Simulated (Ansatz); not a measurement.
# Calculations on Cu

**1. Relaxation**

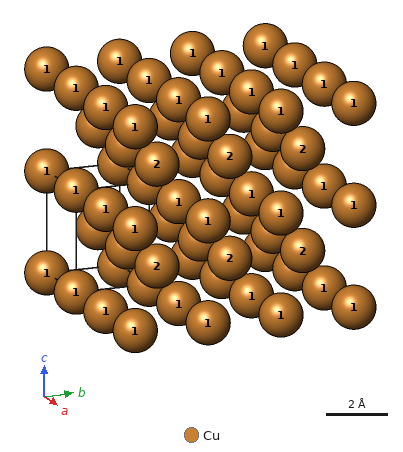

Starting structure of a crystal of Cu (set up in I4/mmm). A spheres-only model of the cell of the calculation, repeated 3 × 3 × 2 with one cell outlined, seen slightly off an axis.

Case: uniaxial strain along c of -4.0 %; a, b and atoms relaxed.

Level of theory: Ansatz 0.2.0, DFT PBE, scalar-relativistic, plane waves, PAW.

Input file:
```yaml
crystal:
  lattice:
    - [1.8330504193, 1.8330504193, 0.0]
    - [-1.8330504193, 1.8330504193, 0.0]
    - [0.0, 0.0, 3.4846106982]
  atoms:
    - { symbol: Cu, position: [0.0, 0.0, 0.0] }
    - { symbol: Cu, position: [0.5, 0.5, 0.5] }
basis:
  ecutwfc: 420
kpoints:
  mp_grid: { grid: [20, 20, 14] }
hamiltonian:
  xc: pbe
scf:
  occupations: { method: gaussian, width: 0.1 }
output:
  forces: true
  stress: true
  eigenvalues: true
relax:
  adjacent_minimum: "off"
  f_tol: 0.008
  max_steps: 40
  cell: { stress_tol: 0.015, fix: [c, angles] }
```

Command:
```bash
ansatz run input.yaml --threads 1 --pin off --max-ram 2560MiB --backend cpu --events-out ev --progress --plain --runs-dir out
```

Question: Predict the outcome.

Answer: No atom moves by more than 0.005 Å relative to the cell. The volume changes by +1.5 %, with a = b 2.592 → 2.612 Å (+0.8 %), c unchanged at 3.485 Å. Some distances before and after: Cu1–Cu1 2.592 → 2.612 Å, Cu1–Cu2 2.529 → 2.539 Å. The space group stays I4/mmm (No. 139). The energy falls by 1.3 meV per atom in 4 accepted moves (6 points after the start). All forces vanish by symmetry, so only the cell relaxes. The pressure goes from 3.15 to 0.86 GPa. The SCF was repeated twice at an unchanged geometry on a basis and grid sized afresh for the cell, which shifted the energy by 0.1 meV per atom at most. Cost: 2.2 min on 1 thread of AMD EPYC 7R43 64-Core Processor (Zen 3), on a shared host, peak memory 0.57 GiB.

Step by step:

```csv
step,"E − E(0), meV/atom","pressure, GPa","volume, Å³/atom",note
0,0.00,3.15,11.709,
1,-0.85,2.10,11.790,
2,-1.17,0.90,11.887,
3,-1.17,0.85,11.891,
4,-1.30,0.84,11.891,"same geometry, new basis"
5,-1.31,0.86,11.889,
6,-1.30,0.86,11.889,"same geometry, new basis"
```

**2. Relaxation**

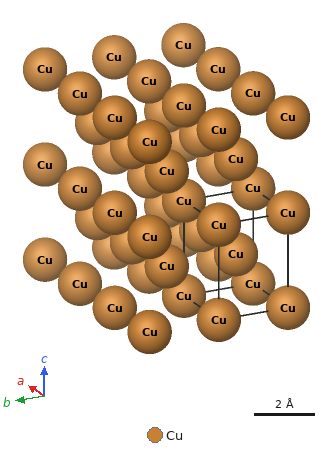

This is the input geometry for a relaxation of crystalline Cu (set up in I4/mmm). A spheres-only model of the cell of the calculation, repeated 3 × 2 × 2 with one cell outlined, seen from a free direction.

Case: uniaxial strain along c of -6.0 %; a, b and atoms relaxed.

Method: DFT PBE, scalar-relativistic, plane waves, PAW (Ansatz).

Input file:
```yaml
crystal:
  lattice:
    - [1.8421249264, 1.8421249264, 0.0]
    - [-1.8421249264, 1.8421249264, 0.0]
    - [0.0, 0.0, 3.412014642]
  atoms:
    - { symbol: Cu, position: [0.0, 0.0, 0.0] }
    - { symbol: Cu, position: [0.5, 0.5, 0.5] }
basis:
  ecutwfc: 420
kpoints:
  mp_grid: { grid: [20, 20, 14] }
hamiltonian:
  xc: pbe
scf:
  occupations: { method: gaussian, width: 0.1 }
output:
  forces: true
  stress: true
  eigenvalues: true
relax:
  adjacent_minimum: "off"
  f_tol: 0.008
  max_steps: 40
  cell: { stress_tol: 0.015, fix: [c, angles] }
```

Run as
```bash
ansatz run input.yaml --threads 1 --pin off --max-ram 2560MiB --backend cpu --events-out ev --progress --plain --runs-dir out
```

Question: What does the optimiser find from here?

Answer: After 4 accepted moves (6 points after the start) the energy has fallen by 3.6 meV per atom. All forces vanish by symmetry, so only the cell relaxes. Pressure: 5.01 GPa at the start and 1.11 GPa at the end. The SCF was repeated twice at an unchanged geometry on a basis and grid sized afresh for the cell, which shifted the energy by 0.2 meV per atom at most. The atoms keep their places relative to the cell (all moves are under 0.005 Å). The volume changes by +2.6 %, with a = b 2.605 → 2.638 Å (+1.3 %), c unchanged at 3.412 Å. Among the contacts that change: Cu1–Cu1 2.605 → 2.638 Å, Cu1–Cu2 2.511 → 2.528 Å. The space group stays I4/mmm (No. 139). The run took 110 s on 1 thread of AMD EPYC 7R43 64-Core Processor (Zen 3), with other jobs on the host, peak memory 0.57 GiB.

Step by step:

```tsv
step	E − E(0), meV/atom	pressure, GPa	volume, Å³/atom	note
0	0.00	5.01	11.578	
1	-2.37	3.23	11.710	
2	-3.34	1.23	11.867	
3	-3.34	1.11	11.877	
4	-3.55	1.08	11.877	same geometry, new basis
5	-3.55	1.11	11.874	
6	-3.55	1.11	11.874	same geometry, new basis
```

After the run, drawn alike:

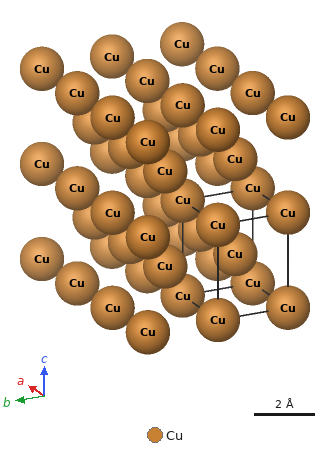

**3. A change**

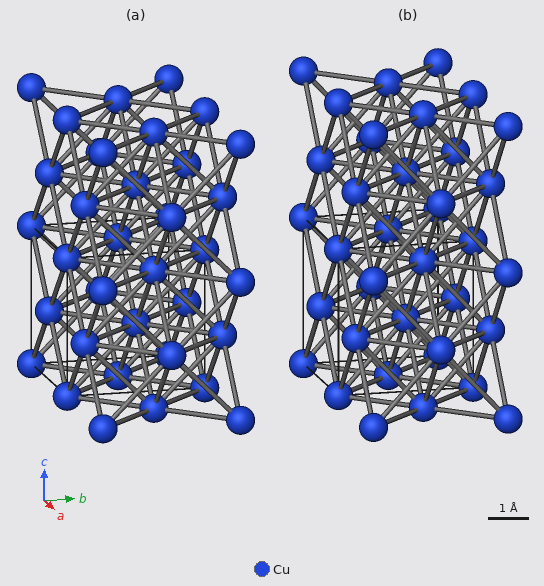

Left: a crystal of Cu (set up in Fm-3m). Right: the same structure after one change, at the same scale. Style: ball-and-stick. Shown: the conventional cell (2 times the calculation's cell), repeated 2 × 1 × 2 with one cell outlined, slightly off an axis. Lengths and directions refer to the drawn axes.

Theory: Ansatz 0.2.0, DFT PBE, scalar-relativistic, plane waves, PAW. (plane-wave cutoff 420 eV; k-point mesh 20 × 20 × 14; occupations gaussian; smearing width 0.1 eV; no spin polarisation)

What was changed?

Answer. Uniaxial strain along c, +6.0 %, is applied. The a and b axes and the atoms are relaxed.

What does the change do?

Answer. The volume changes by +1.6 %, with a = b 3.630 → 3.553 Å (−2.1 %), c 3.630 → 3.848 Å (+6.0 %). The atoms keep their places relative to the cell (all moves are under 0.005 Å). Among the bonded contacts that change: Cu–Cu 2.567 → 2.513 to 2.619 Å. The space group (tolerance 0.01 Å) goes from Fm-3m (No. 225) to I4/mmm (No. 139). It costs 12.6 meV per atom. Pressure: 0.0 GPa before, −1.9 GPa after. The principal stresses (compression positive) are −5.6 GPa along c and none across it.
